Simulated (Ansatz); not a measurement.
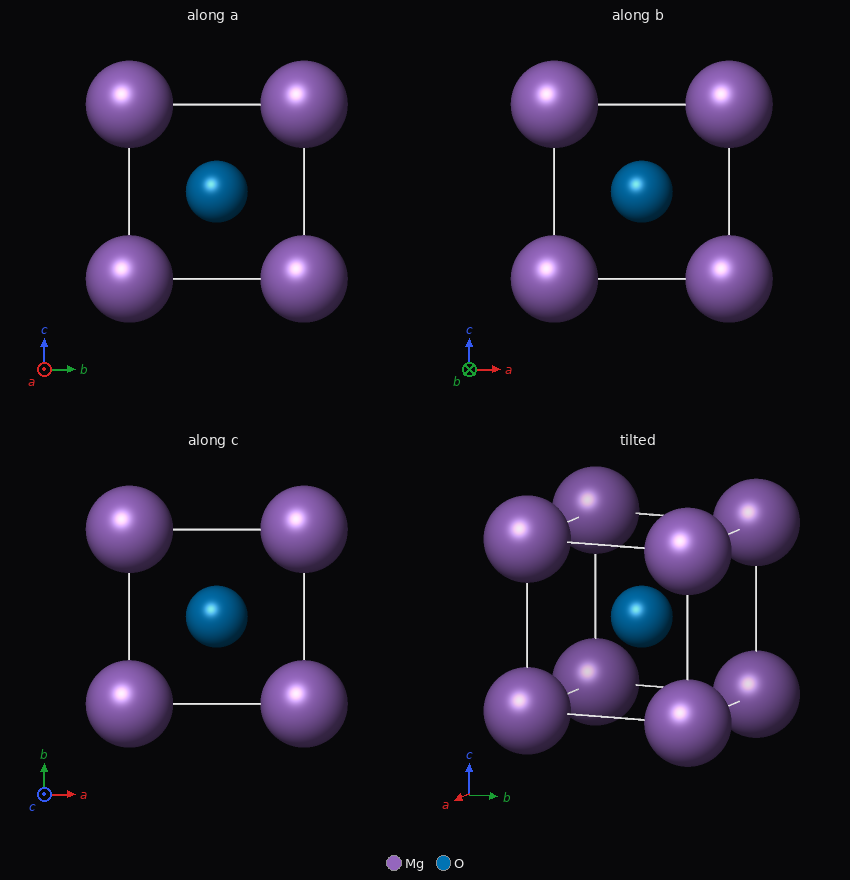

Crystal structure, spheres-only style, seen along the a axis, along the b axis, along the c axis and slightly off an axis. Lines trace the edges of the conventional unit cell.

Lattice parameters: a = 2.6233 Å, b = 2.6233 Å, c = 2.6233 Å, α = 90.000°, β = 90.000°, γ = 90.000°.

Turn the picture into a CIF with its space group and independent sites.

Answer.
```cif
data_structure
_symmetry_space_group_name_H-M 'P m -3 m'
_symmetry_Int_Tables_number 221
_cell_length_a 2.6233
_cell_length_b 2.6233
_cell_length_c 2.6233
_cell_angle_alpha 90.000
_cell_angle_beta 90.000
_cell_angle_gamma 90.000
_cell_volume 18.05
loop_
_atom_site_label
_atom_site_type_symbol
_atom_site_symmetry_multiplicity
_atom_site_Wyckoff_symbol
_atom_site_fract_x
_atom_site_fract_y
_atom_site_fract_z
_atom_site_occupancy
Mg1 Mg 1 a 0.0000 0.0000 0.0000 1
O1 O 1 b 0.5000 0.5000 0.5000 1
```

It goes back to a structure type filled with these elements by a generator (whether the compound takes this form wasn't checked). Earlier steps of the study may have refined or changed the cell and positions. It was run through Ansatz as a DFT input.

At this level of theory the cell isn't at rest (compressed, at 6 GPa), so its distances can differ from those at equilibrium, the more so the softer the solid.
